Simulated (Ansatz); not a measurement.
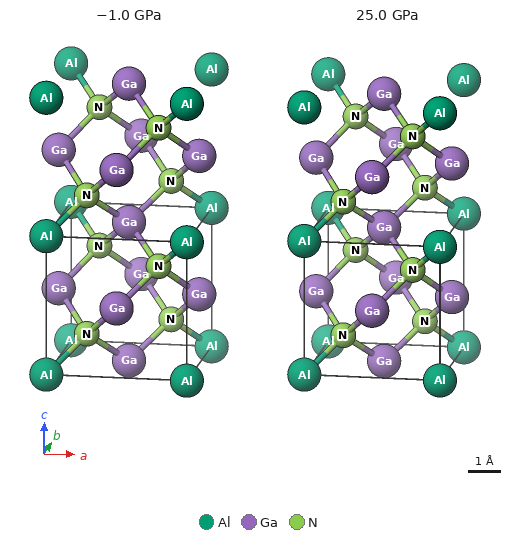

Solid AlGa3N4 (set up in P-43m), relaxed (cell and atoms) at several target pressures. The picture shows the first and the last member. Style: ball-and-stick. Shown: the cell of the calculation, repeated 1 × 1 × 2 with one cell outlined, slightly off an axis.

Computed with Ansatz 0.2.0: DFT r2SCAN, scalar-relativistic, plane waves, PAW. Settings: plane-wave cutoff 500 eV; k-point mesh 6 × 6 × 6; occupations gaussian; smearing width 0.02 eV; no spin polarisation; cell and atoms relaxed; force threshold 0.008 eV/Å.

| pressure (GPa) | volume (Å³/atom) | a (Å) | band gap (eV) |
| --- | --- | --- | --- |
| −1.0 | 11.186 | 4.473 | 2.78 |
| 0.0 | 11.129 | 4.465 | 2.82 |
| 1.0 | 11.075 | 4.458 | 2.85 |
| 4.0 | ? | ? | ? |
| 12.0 | 10.546 | 4.386 | 3.21 |
| 25.0 | 10.059 | 4.317 | 3.57 |

> One row is withheld. What does the calculation give there?

Murnaghan's form V = V₀(1 + B′P/B₀)^(−1/B′), with V₀ = 11.129 Å³ from the row at zero pressure, fits the other rows with B₀ = 199 GPa and B′ = 4.14 (largest miss 0.001 Å³). At 4.0 GPa it gives 11.129 × (1 + 4.14 × 4.0/199)^(−1/4.14) = 10.916 Å³ per atom. The calculation gives 10.917 Å³/atom (a = 4.437 Å). The estimate is 0.001 Å³/atom too low. For the gap a parabola through the rows −1.0, 0.0, 1.0 gives 2.88 eV, and the calculation 2.96 eV (semilocal gaps, lower than measured ones as a rule). From the first member to the last: Ga–N 1.951 → 1.884 Å, Al–N 1.895 → 1.828 Å.

The whole series:

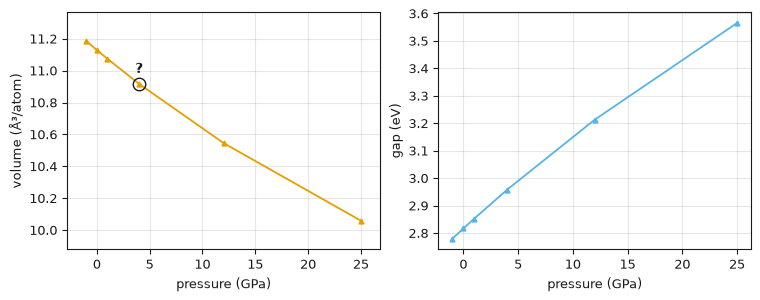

Each member starts from this one structure; whether another phase lies lower wasn't checked.
